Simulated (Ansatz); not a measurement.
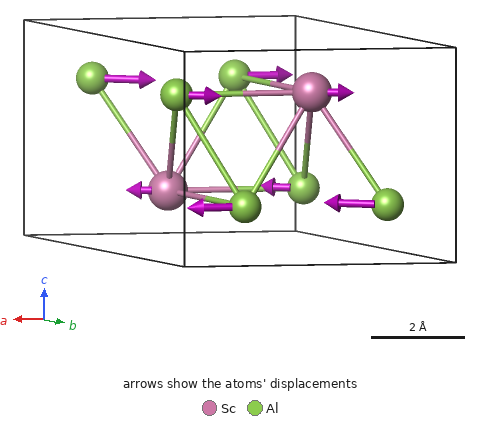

One vibrational mode of a crystal of ScAl$_{3}$ (a generated structure) at the zone centre. The purple arrows are the displacements of the atoms (eigenvector over the root of the mass), of arbitrary overall length and sign. Style: ball-and-stick. Shown: the cell of the calculation, from a free direction.

Level of theory: DFT PBE, scalar-relativistic, plane waves, PAW in Ansatz 0.2.0. Settings: plane-wave cutoff 420 eV; k-point mesh 6 × 6 × 8; occupations fermi dirac; smearing width 0.15 eV; no spin polarisation.

The frequencies depend somewhat on the k-mesh and the smearing.

What mode is this, and where does it lie in the spectrum?

This is the E₂g mode (doubly degenerate; one member of the set is drawn) at 199 cm⁻¹, optical level 3 of 14, counted from below, Raman-active by symmetry. Atoms of one kind move against one another, with no net shift of any sublattice; the kinetic energy is shared as Al 83 %, Sc 17 %.
